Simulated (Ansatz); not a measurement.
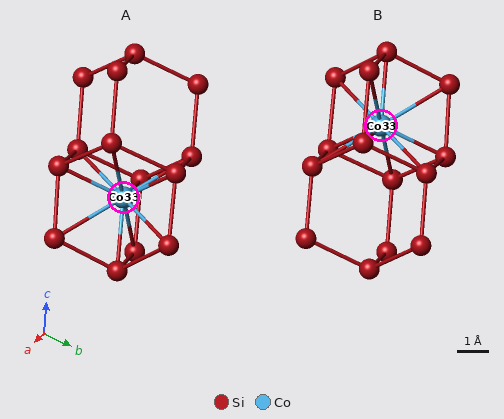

The two relaxed end points of a path for a defect cell of composition CoSi$_{32}$ (33 atoms in the cell). Style: ball-and-stick. Shown: the atoms within 4.2 Å of the middle of the path, slightly off an axis. The moving atom is ringed, with any periodic copies. Bonds to atoms that aren't drawn are left out.

Theory: DFT PBEsol, scalar-relativistic, plane waves, PAW (Ansatz 0.2.0).

Run with plane-wave cutoff 420 eV; k-point mesh 2 × 2 × 2; Gaussian smearing 0.02 eV; spin collinear; 5 movable images; climbing image.

Predict the minimum-energy path and its barrier.

The two ends have the same energy, and the highest point, image 3, lies 0.31 eV above the start. The Co atom travels furthest, 2.34 Å from end to end, along +c, on a straight line. At the highest image its nearest neighbour (Si) is 2.30 Å away, against 2.39 Å at the start, and the surrounding atoms stand up to 0.06 Å off the mean of their end positions. The band is converged.

Energies of the converged images:

```tsv
image	path (Å)	E (eV)
0	0.00	0.000
1	0.41	0.124
2	0.82	0.273
3	1.23	0.311
4	1.64	0.273
5	2.05	0.124
6	2.46	0.000
```

The geometry at the top of the path:

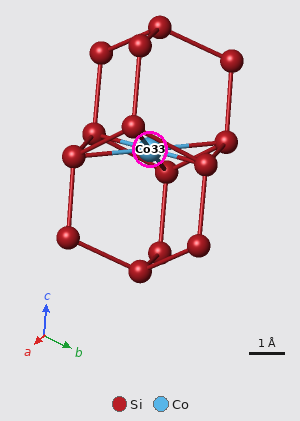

Cost: 5.8 min on 8 threads of Intel(R) Xeon(R) Platinum 8259CL CPU @ 2.50GHz (Skylake/Cascade Lake), with other jobs on the host, peak memory 4.2 GiB.
